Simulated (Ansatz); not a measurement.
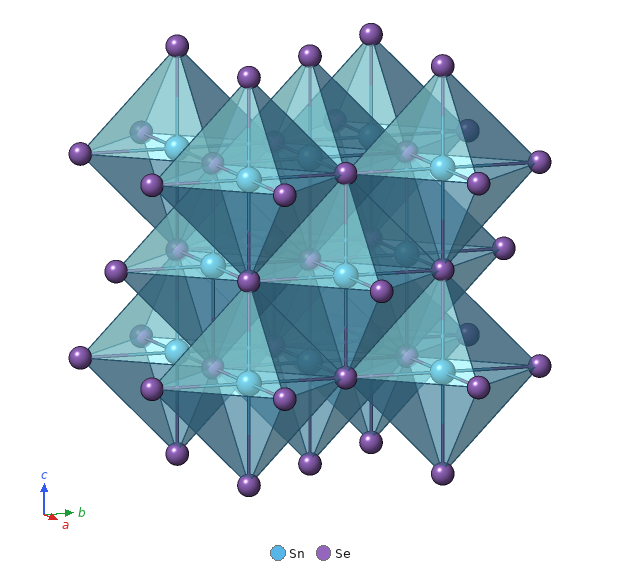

Polyhedra are drawn about Sn (bonds: Se–Sn below 3.4 Å); other atoms are plain spheres.

SnSe (space group Fm-3m, No. 225). Coordinates: a calculation's input that goes back to an entry of the Crystallography Open Database (an earlier step may have relaxed or displaced it).

Q: What figure surrounds each Sn atom, and what does it share with the other drawn polyhedra?

A: Sn: SnSe6 octahedron, sharing corners with six neighbours and edges with twelve neighbours.

Q: How do these polyhedra hang together as a whole?

A: They form a three-dimensional framework of corner- and edge-sharing octahedra.
